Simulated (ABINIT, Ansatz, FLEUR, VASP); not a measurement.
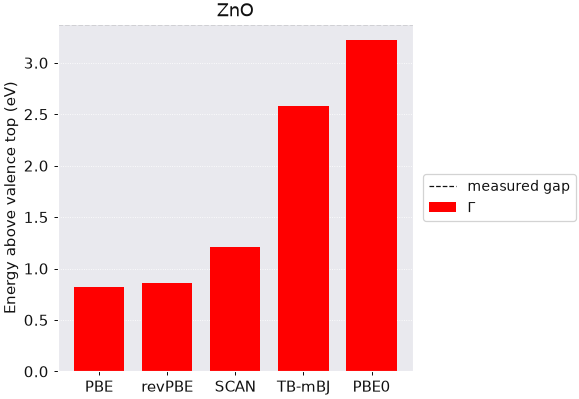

Lowest conduction level at Γ, counted from the valence-band top at Γ, by several methods on one cell of wurtzite ZnO, space group P6_3mc (No. 186), 4 atoms in the cell; a = 3.249 Å, c = 5.206 Å (hexagonal axes). All runs are without spin-orbit coupling and carry no moments. The cell is at 5 GPa in PBE. The dashed line is the measured gap, 3.38 eV (doi:10.1021/acsomega.3c06556).

| method | program | Γ (eV) |
| --- | --- | --- |
| PBE | Ansatz LAPW | 0.82 |
| revPBE | ABINIT | 0.86 |
| SCAN | FLEUR | 1.21 |
| TB-mBJ | VASP | 2.58 |
| PBE0 | Ansatz | 3.22 |

What does B3LYP give? It was run as: B3LYP, Ansatz PAW, 5×5×3 k mesh, 420 eV cutoff, Fermi-Dirac smearing of 0.05 eV (Ansatz).

Answer. Exact exchange opens the gap over the semilocal values shown, the highest of which is 2.58 eV (TB-mBJ) at Γ. B3LYP gives 2.88 eV at Γ, which is +2.06 eV from PBE at Γ.

How far does each method lie from the measured gap?

Answer. The misses are −2.56 eV for PBE, −2.52 eV for revPBE, −2.17 eV for SCAN, −0.80 eV for TB-mBJ, −0.50 eV for B3LYP and −0.16 eV for PBE0. PBE0 is closest on these settings. The measured value also holds zero-point and thermal shifts, which these runs lack.

How do the methods rank at Γ?

Answer. From low to high: PBE 0.82, revPBE 0.86, SCAN 1.21, TB-mBJ 2.58, B3LYP 2.88, PBE0 3.22 eV. Too close to rank are PBE against revPBE (different programs, potentials and cutoffs).

Settings. PBE: all-electron LAPW, 9×9×5 k mesh, Fermi-Dirac smearing of 0.05 eV (Ansatz). revPBE: JTH PAW PBE v2.0, 9×9×5 k mesh, 626 eV cutoff, Fermi-Dirac smearing of 0.05 eV (ABINIT). SCAN: all-electron, 9×9×5 k mesh, Fermi-Dirac smearing of 0.05 eV (FLEUR MaX-R8.1 (later development tree)). TB-mBJ: VASP PAW PBE potentials, release 64 (Zn, O), 10×10×6 k mesh, 520 eV cutoff, Gaussian smearing of 0.02 eV (VASP). PBE0: Ansatz PAW, 5×5×3 k mesh, 420 eV cutoff, Fermi-Dirac smearing of 0.05 eV (Ansatz 0.2.0).

These are six of the 36 methods that were run on this cell. The runs come from different programs and meshes, which adds differences of its own. revPBE, TB-mBJ, B3LYP and PBE0: the PAW data sets were made with another functional. LDA, GGA and most meta-GGA functionals understate gaps. B3LYP and PBE0: the k mesh is coarse, so the values aren't converged, least of all with exact exchange. SCAN: the meta-GGA is that of a development version, with a GGA for the radial functions and cores and without core tails. TB-mBJ: this is a model potential built to give gaps, with no total energy.
